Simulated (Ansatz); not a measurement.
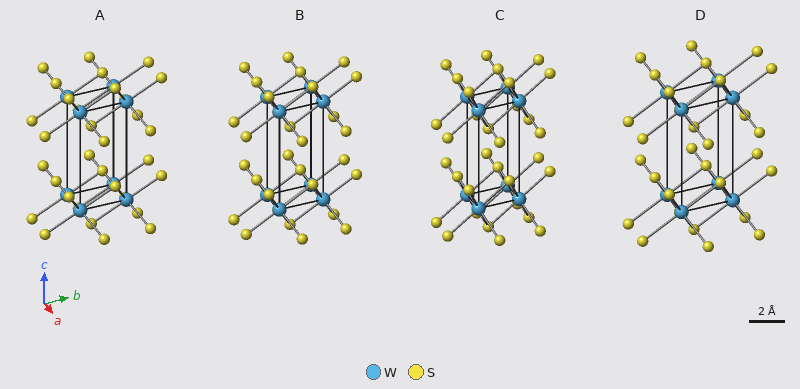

4 geometries from one relaxation of crystalline WS$_{2}$ (built on the 1T (CdI2) bulk type), in shuffled order. Style: ball-and-stick. Shown: the cell of the calculation, slightly off an axis.

Level of theory: DFT, PBE-D3(BJ), plane waves, PAW (Ansatz). Set-up: plane-wave cutoff 420 eV; k-point mesh 6 × 6 × 4; occupations fermi dirac; smearing width 0.02 eV; no spin polarisation; cell and atoms relaxed; force threshold 0.005 eV/Å.

Question: Order the frames from highest to lowest energy.

Answer: D, A, B, C. They are steps 0, 2, 3, 8, at +1525 meV per atom, +360 meV per atom, +144 meV per atom relative to the last. The energy falls by 1525 meV per atom in 7 accepted moves (8 points after the start). The largest force component goes from 3.1 to 0.003 eV/Å. The pressure goes from −25.30 to −0.03 GPa. The SCF was repeated once at an unchanged geometry on a basis and grid sized afresh for the cell, which shifted the energy by 0.6 meV per atom at most. The atoms keep their places relative to the cell (all moves are under 0.005 Å). The drawn cell changes as follows: a = b 4.027 → 3.190 Å (−20.8 %), c 6.190 → 5.928 Å (−4.2 %); the volume changes by −39.9 %. Among the contacts that change: W–W 4.027 → 3.190 Å, S–W 2.843 → 2.419 Å. Among the angles between lasting bonds that change: W–S–W 90.2° → 82.5°, S–W–S 89.8° → 97.5°, S–W–S 90.2° → 82.5°. The space group stays P-3m1 (No. 164).
